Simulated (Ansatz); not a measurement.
Input

```
crystal:
  lattice:
    - [-1.5754990494, 4.7262793681, 2.2257097409]
    - [1.5754990494, -4.7262793681, 2.2257097409]
    - [1.5754990494, 4.7262793681, -2.2257097409]
  atoms:
    - { symbol: Al, position: [-0.000773754, -0.000773754, 0.0] }
    - { symbol: "N", position: [0.7626038156, 0.2626038156, 0.5] }
    - { symbol: Ga, position: [0.6661769274, 0.0002941218, 0.6658828056] }
    - { symbol: "N", position: [0.4065403792, 0.2437908474, 0.1627495318] }
    - { symbol: Ga, position: [0.3344113162, 0.0002941218, 0.3341171944] }
    - { symbol: "N", position: [0.0810413157, 0.2437908474, 0.8372504682] }
kpoints:
  mp_grid: { grid: [10, 10, 10] }
  band_path:
    path:
      - [0.0, 0.0, 0.0]
      - [0.5, -0.5, 0.5]
      - [0.2777803378, -0.2777803378, 0.7222196622]
      - [-0.2777803378, 0.2777803378, 0.2777803378]
      - [0.3054419228, 0.3054419228, -0.3054419228]
      - [0.6945580772, -0.3054419228, 0.3054419228]
      - [0.0, 0.5, 0.0]
      - [0.25, 0.25, 0.25]
      - [0.5, 0.0, 0.0]
    npoints: 1
hamiltonian:
  xc: r2scan
scf:
  occupations: { method: fixed }
  n_extra_bands: 5
output:
  forces: true
  stress: true
  eigenvalues: true
  write_density: true
  write_potential: true
  elf: true
  volumetric_format: npy
```

Command:

```sh
ansatz run input.yaml --threads 4 --pin off --max-ram 6451MiB --backend cpu --events-out ev --progress --plain --runs-dir out
```

Below, planes, directions and counts refer to the conventional cell (a = 3.15 Å, b = 9.45 Å, c = 4.45 Å, α = 90.00°, β = 90.00°, γ = 90.00°).

Space group Imm2; started from the ordered alloy on zincblende lattice prototype, which need not be the ambient phase.

The calculation used Ansatz 0.2.0, DFT, r2SCAN, plane waves, PAW.

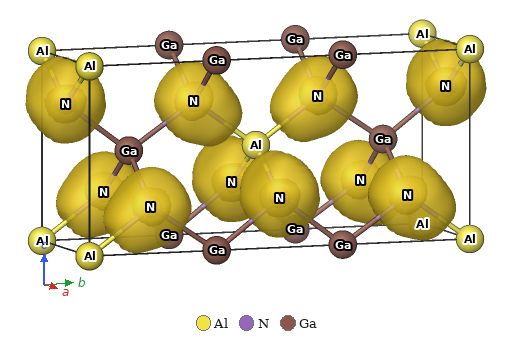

AlGa₂N₃. Isosurface of the electron localisation function at 0.7 (yellow), seen slightly off an axis. Only the valence region is drawn (cores and ρ < 0.01 e/Å³ removed). Sticks mark near contacts.

Identify the bonds, lone pairs and shells in this picture.

The surface consists of six regions on N in which the atom's valence shell and bonds are merged, counted in one cell of 12 atoms. Any copies at cell faces, edges or corners count once. Profiles from the grid: Al–N (1.88 Å): the ELF peaks at about 0.90 between the atoms: a shared but strongly polarised pair. Ga–N (1.95 Å): the ELF peaks at about 0.85 in the valence shell of N, 0.7 Å from its nucleus, and is about 0.50 at the midpoint.

Does the calculation give a band gap?

It is gapped, with a Kohn–Sham gap of 3.0 eV on the k-point mesh (the band edges may lie off the mesh, which would make the gap smaller).
